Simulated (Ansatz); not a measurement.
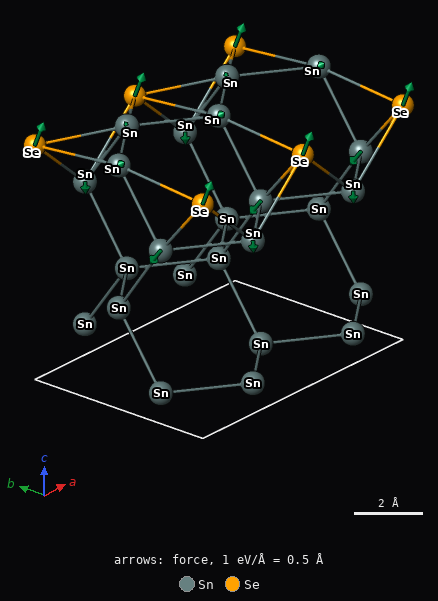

Starting geometry of a slab of composition Sn8Se (cut from the Fd-3m phase) with the computed forces as green arrows. A ball-and-stick model of the 2 × 1 repeat of the cell, outlined in the plane, without the vacuum, seen from a free direction.

Case: Se put at a hollow Sn-Sn-Sn site. The slab is the (1 1 0) face of Sn with Se on it. 4 atoms are held fixed.

Theory: Ansatz, DFT PBEsol, scalar-relativistic, plane waves, PAW. (plane-wave cutoff 420 eV; k-point mesh 6 × 5 × 1; occupations gaussian; smearing width 0.1 eV; no spin polarisation; dipole correction; atoms relaxed in a fixed cell; force threshold 0.03 eV/Å; at most 70 steps)

### Is this structure relaxed? If not, where do the atoms go?

It isn't relaxed: the largest force vector, on the Se atom, is 1.94 eV/Å. The final displacements follow the starting forces only in part (cosine between the two patterns 0.73). The atom that moves furthest is the Se atom (1.57 Å along the normal (+c)). Largest moves by element: Se 1.57 Å, Sn 0.85 Å. The cell doesn't change. Among the contacts that change: Se–Sn 2.592 → 3.965 Å, Se–Sn 3.061 → 4.310 Å, Se–Sn 3.279 → 3.992 Å, Sn–Sn 2.828 → 3.470 Å. Bonds break: Se–Sn (2.59 → 3.97 Å). Among the angles between lasting bonds that change: Sn–Sn–Se 65.3° → 95.7°, Sn–Sn–Sn 110.0° → 128.6°, Sn–Sn–Sn 109.6° → 101.7°. Over 11 geometry steps the energy falls by 1.180 eV per cell of the calculation. The largest force component goes from 1.8 to 0.026 eV/Å.

Limits of the set-up: the periodic images lie only 4.6 Å apart, so the values are limited by the cell's size.
